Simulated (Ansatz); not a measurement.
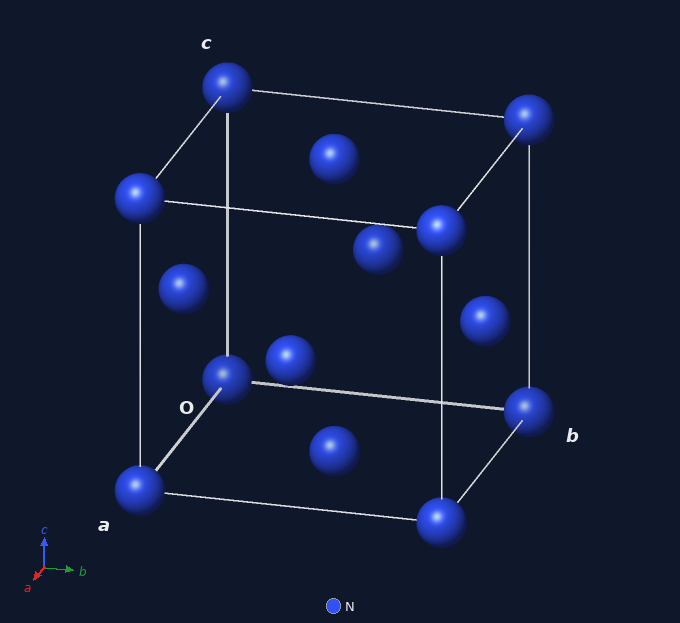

For N, the input geometry of an electronic-structure calculation (not necessarily at equilibrium): one unit cell is drawn above. Geometry calculated from the standardised cell; symmetry tolerance 0.002 Å.

```
N
1.0
     3.04424    0.00000    0.00000
     0.00000    3.04424    0.00000
     0.00000    0.00000    3.04424
N
4
Direct
  0.00000 0.00000 0.00000
  0.00000 0.50000 0.50000
  0.50000 0.00000 0.50000
  0.50000 0.50000 0.00000
```

### What is its point group?

m-3m (Oh), order 48, cubic system: three fourfold axes, four threefold axes, six twofold axes, nine mirror planes, an inversion centre.

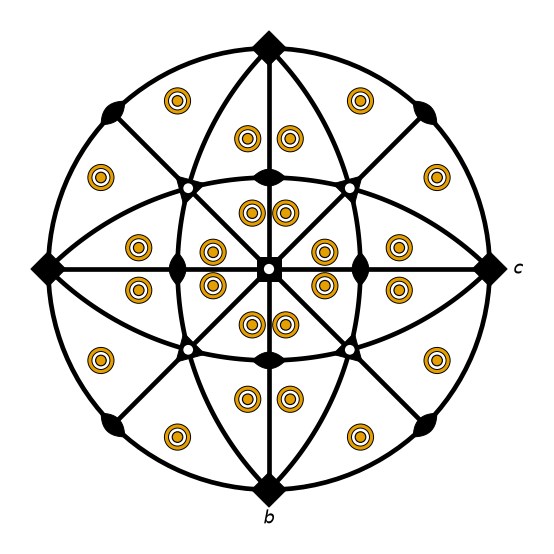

Stereographic projection: filled dots lie in the upper hemisphere, open rings in the lower; heavy lines are mirror planes (a heavy rim: a mirror in the plane of the page); lens, triangle, square and hexagon are 2-, 3-, 4- and 6-fold axes, a lens in an open square is −4, a triangle in an open hexagon −6; thin dashed diameters join the ends of axes that lie in the page; a small open circle marks inversion. The poles are one general form. The a axis points at the viewer.

### What does this class allow?

Class m-3m is centrosymmetric, so neither piezoelectric nor pyroelectric; it is not chiral. Its Laue class is m-3m.
